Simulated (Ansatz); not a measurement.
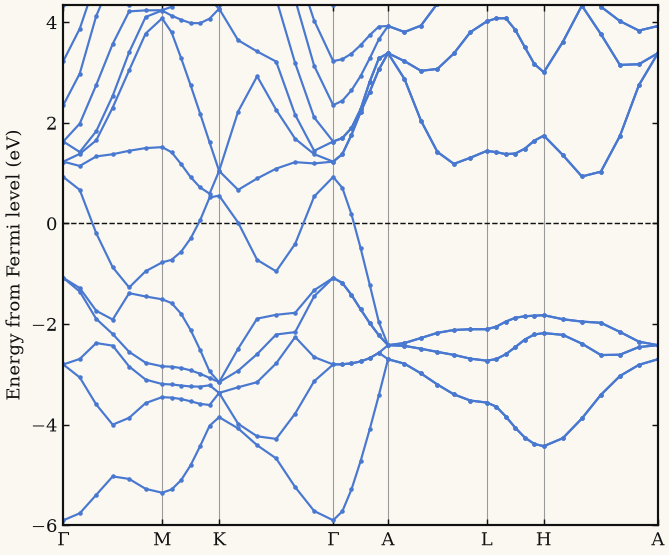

Band structure. Energies are counted from the Fermi level. The path runs straight from each named point to the next. The path has few k points, so lines between them are rough.

**Which Bravais lattice do the labels of the path belong to?**

A hexagonal (primitive) lattice: the path Γ–M–K–Γ–A–L–H–A runs through the special points of its Brillouin zone.

System: NiAs-type ZrC, space group P6_3/mmc, 4 atoms in the cell.

Space group P6_3/mmc (No. 194). a = 3.391 Å, b = 3.391 Å, c = 5.290 Å, α = 90.00°, β = 90.00°, γ = 120.00°
```json
{"atom": "Zr", "site": "2c", "symmetry": "-6m2", "x": "0.6667", "y": "0.3333", "z": "0.7500"}
{"atom": "C", "site": "2a", "symmetry": "-3m.", "x": "0.0000", "y": "0.0000", "z": "0.5000"}
```

Computed with Ansatz 0.2.0: PBEsol, all-electron LAPW, no spin polarisation, no spin-orbit coupling, 9×9×5 k mesh, Fermi-Dirac smearing of 0.05 eV.

**Does this material conduct, going by its bands?**

A metal: bands cross the Fermi level along this path.

**Which levels at L lie nearest to the Fermi level?**

At L the nearest levels lie 2.10 eV below and 1.44 eV above the Fermi level.

The cell is at −8 GPa in this functional. The usual form of ZrC is rocksalt. Bands are joined in order of energy, so crossings between the computed points show as kinks or gaps.
